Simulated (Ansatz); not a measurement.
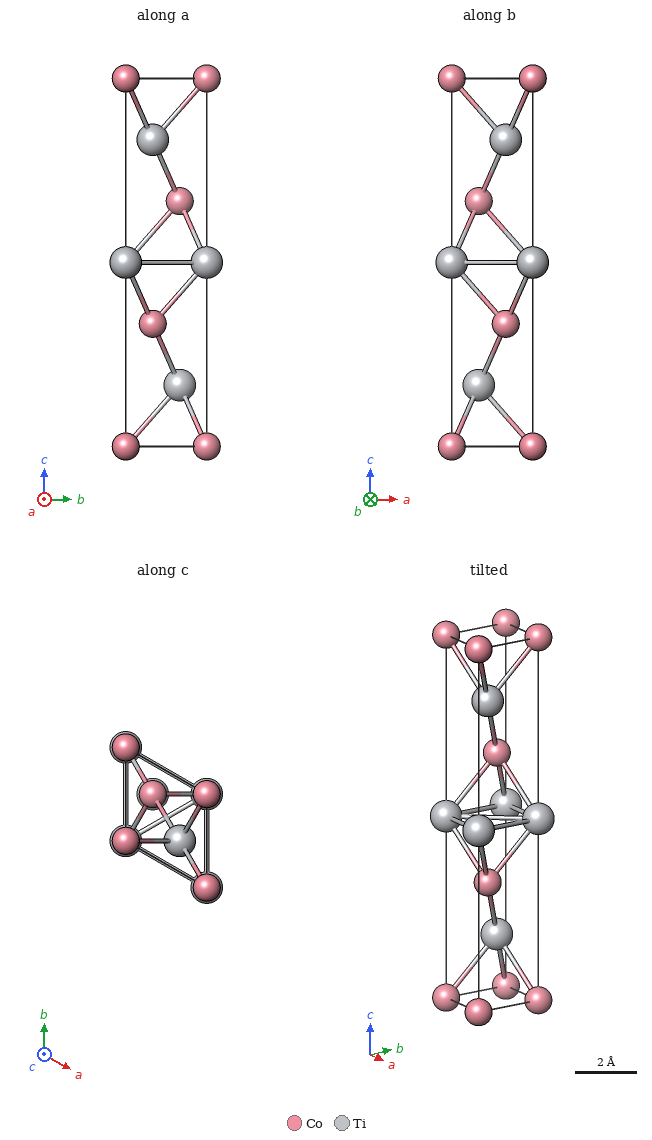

Crystal structure, ball-and-stick style, seen along the a axis, along the b axis, along the c axis and slightly off an axis. The wireframe shows the conventional unit cell.

Lattice parameters: a = 3.099 Å, b = 3.099 Å, c = 12.201 Å, α = 90.00°, β = 90.00°, γ = 120.00°.

Question: Convert the drawing into a table of Wyckoff sites.

Answer: Space group R-3m:H (No. 166).
| atom | site | x | y | z |
| --- | --- | --- | --- | --- |
| Co | 3a | 0.0000 | 0.0000 | 0.0000 |
| Ti | 3b | 0.3333 | 0.6667 | 0.1667 |

The initial geometry was a structure type filled with these elements by a generator (whether the compound takes this form wasn't checked). Earlier steps of the study, as a rule a relaxation of our own, may have changed the cell and positions, so they can lie some per cent off the listed ones. It went into a calculation with Ansatz.

At this level of theory the run's own cell isn't at rest (stretched, at -25 GPa), so its distances can differ from those at equilibrium, the more so the softer the solid.
